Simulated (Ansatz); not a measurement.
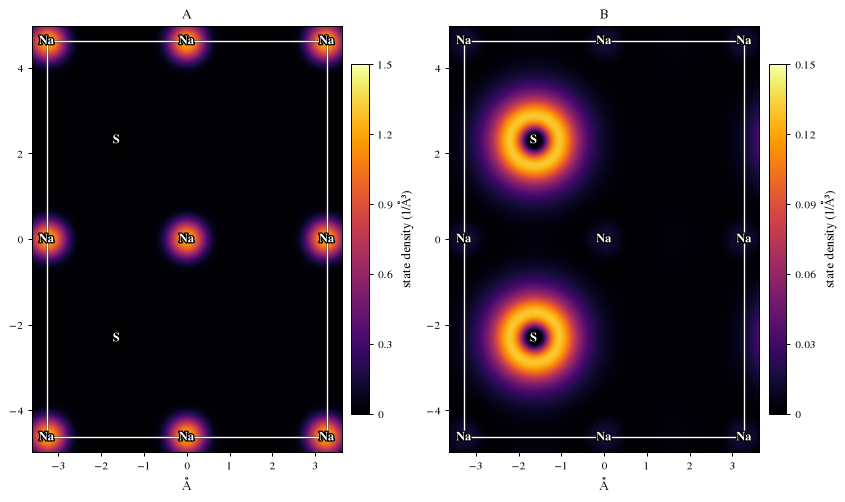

Na$_{2}$S: densities of the states in two energy windows, on the (011) plane of the conventional cell.

Space group Fm-3m.

Level of theory: DFT PBE, scalar-relativistic, plane waves, PAW in Ansatz.

In a PAW calculation such maps are meaningful between the atoms, not at the nuclei.

> The windows, about the valence-band maximum, are −22.31 to −22.15 eV and −0.6 to 0.0 eV. Which panel shows which?

Panel A: −22.31 to −22.15 eV, a separate group of bands (semicore or deep states), mainly Na 2p (over 95 %).
Panel B: −0.6 to 0.0 eV, the top of the valence band, mainly S 3p (over 95 %).
The characters are Löwdin shares on a minimal set of atomic orbitals.

The run took 2.4 s on 1 thread of Arm Neoverse V1, on a shared host, peak memory 0.31 GiB.
